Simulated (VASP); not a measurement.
## Two runs on AgI

System: AgI (F-43m, 2 atoms in the cell).
Method of run A: DFT, plane waves, PAW, settings varied from a PBE run (VASP 6.6.1).

The structure was built on a prototype by a generator. The geometry comes from this level: r2SCAN (a point of a series of strains). 

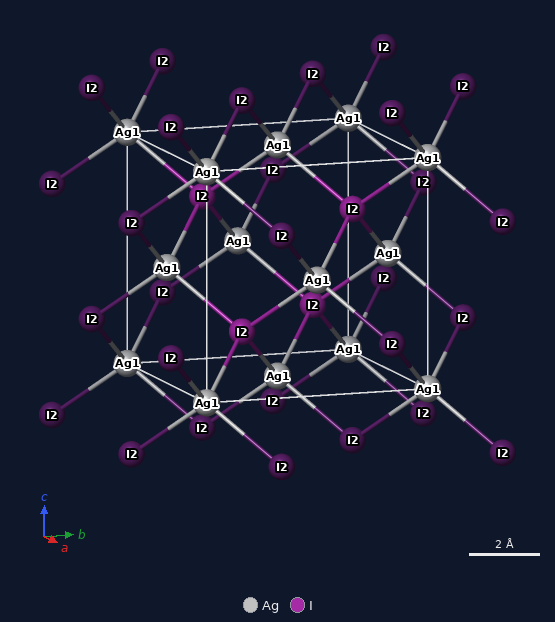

**Figure 1.** The structure (ball-and-stick view of the cell 4 times as large as that of the calculation, set on its symmetry axes, seen slightly off an axis; neighbours outside the cell are drawn fainter; atoms are numbered from 1 in the order of the input). Near neighbours in the crystal (not all of them lie inside the picture): Ag has 4 I at 2.92 Å; I has 4 Ag at 2.92 Å.

### INCAR, run A
```
ENCUT = 520.000000
SIGMA = 0.020000
EDIFF = 1.00e-07
GGA = PE
PREC = Accurate
IBRION = -1
ISIF = 2
ISMEAR = -1
NBANDS = 16
NELM = 120
NSW = 0
LASPH = .TRUE.
LCHARG = .FALSE.
LWAVE = .FALSE.
LREAL = .FALSE.
ADDGRID = .TRUE.
```

### KPOINTS, run A
```
KPOINTS created by Atomic Simulation Environment
0
Gamma
6 6 6
0 0 0
```

### POSCAR, run A
```
Ag I
 1.0000000000000000
     0.0000000000000000    3.3757221564000002    3.3757221564000002
     3.3757221564000002    0.0000000000000000    3.3757221564000002
     3.3757221564000002    3.3757221564000002    0.0000000000000000
 Ag  I
   1   1
Cartesian
  0.0000000000000000  0.0000000000000000  0.0000000000000000
  1.6878610781999999  1.6878610781999999  1.6878610781999999
```

Launched with:
```bash
mpirun -np 1 vasp_std
```

Hardware: 1 CPU thread, shared host.

### OSZICAR and lines of OUTCAR (run A)
```
N       E                     dE             d eps       ncg     rms          rms(c)
DAV:   1     0.922832540730E+02    0.92283E+02   -0.76797E+03   520   0.941E+02
DAV:   2    -0.131967425839E+01   -0.93603E+02   -0.87385E+02   616   0.191E+02
DAV:   3    -0.479465028342E+01   -0.34750E+01   -0.34659E+01   664   0.378E+01
DAV:   4    -0.485051840500E+01   -0.55868E-01   -0.55866E-01   728   0.440E+00
DAV:   5    -0.485093356454E+01   -0.41516E-03   -0.41515E-03   696   0.300E-01    0.391E+00
DAV:   6    -0.477288337880E+01    0.78050E-01   -0.19869E-01   560   0.625E+00    0.305E+00
DAV:   7    -0.477258263606E+01    0.30074E-03   -0.44611E-02   568   0.123E+00    0.136E+00
DAV:   8    -0.477319784418E+01   -0.61521E-03   -0.30480E-03   584   0.506E-01    0.266E-01
DAV:   9    -0.477344489661E+01   -0.24705E-03   -0.49254E-04   616   0.263E-01    0.571E-02
DAV:  10    -0.477348238255E+01   -0.37486E-04   -0.33693E-05   624   0.620E-02    0.214E-02
DAV:  11    -0.477352489869E+01   -0.42516E-04   -0.51579E-05   584   0.514E-02    0.126E-02
DAV:  12    -0.477352487698E+01    0.21710E-07   -0.33063E-06   624   0.164E-02    0.981E-03
DAV:  13    -0.477352517447E+01   -0.29749E-06   -0.10587E-06   632   0.611E-03    0.192E-03
DAV:  14    -0.477352521965E+01   -0.45178E-07   -0.19745E-07   600   0.321E-03
   1 F= -.47735252E+01 E0= -.47735252E+01  d E =-.126661E-11
[... from OUTCAR:]
   NELECT =      18.0000    total number of electrons
 E-fermi :   2.3715
  free  energy   TOTEN  =        -4.7735252196 eV
  energy  without entropy=       -4.7735252196  energy(sigma->0) =       -4.77352522
```

For run B the input was changed thus:
```diff
-ADDGRID = .TRUE.
+ISPIN = 2
+MAGMOM = -2 2
```

Predict how the results change.

The energy is the same within 0.01 meV per atom. With spin allowed, the net moment of the cell comes to 0.00 μB. The SCF takes 16 iterations against 14.

### OSZICAR and lines of OUTCAR (run B)
```
N       E                     dE             d eps       ncg     rms          rms(c)
DAV:   1     0.936997877730E+02    0.93700E+02   -0.75893E+03  1040   0.933E+02
DAV:   2    -0.337691446266E+00   -0.94037E+02   -0.87765E+02  1224   0.190E+02
DAV:   3    -0.379620404909E+01   -0.34585E+01   -0.34492E+01  1304   0.381E+01
DAV:   4    -0.384950663371E+01   -0.53303E-01   -0.53300E-01  1536   0.445E+00
DAV:   5    -0.384976116605E+01   -0.25453E-03   -0.25453E-03  1336   0.262E-01    0.105E+01
DAV:   6    -0.470760201142E+01   -0.85784E+00   -0.70640E-01  1208   0.891E+00    0.439E+00
DAV:   7    -0.477309018943E+01   -0.65488E-01   -0.17363E-01  1136   0.322E+00    0.231E+00
DAV:   8    -0.477274607161E+01    0.34412E-03   -0.60122E-03  1296   0.569E-01    0.124E+00
DAV:   9    -0.477295392983E+01   -0.20786E-03   -0.25294E-03  1152   0.383E-01    0.206E-01
DAV:  10    -0.477339325957E+01   -0.43933E-03   -0.75018E-04  1232   0.178E-01    0.710E-02
DAV:  11    -0.477346203888E+01   -0.68779E-04   -0.39614E-05  1232   0.453E-02    0.309E-02
DAV:  12    -0.477350675826E+01   -0.44719E-04   -0.23671E-05  1224   0.311E-02    0.178E-02
DAV:  13    -0.477351850459E+01   -0.11746E-04   -0.65596E-06  1192   0.160E-02    0.879E-03
DAV:  14    -0.477352185058E+01   -0.33460E-05   -0.32187E-06  1192   0.993E-03    0.322E-03
DAV:  15    -0.477352247475E+01   -0.62418E-06   -0.73473E-07  1160   0.464E-03    0.142E-03
DAV:  16    -0.477352253971E+01   -0.64958E-07   -0.34189E-08  1080   0.126E-03
   1 F= -.47735225E+01 E0= -.47735225E+01  d E =-.127859E-11  mag=    -0.0000
[... from OUTCAR:]
   NELECT =      18.0000    total number of electrons
 E-fermi :   2.3713
  free  energy   TOTEN  =        -4.7735225397 eV
  energy  without entropy=       -4.7735225397  energy(sigma->0) =       -4.77352254
```

### The two runs side by side

```csv
quantity,run A,run B
outcome,converged,converged
free energy per atom (eV),−2.3868,−2.3868
gap on the mesh (eV),1.35,–
pressure (GPa),−1.28,−1.28
largest force (eV/Å),0.000,0.000
SCF iterations,14,16
irreducible k-points,16,16
net moment of the cell (μB),–,0.00
```
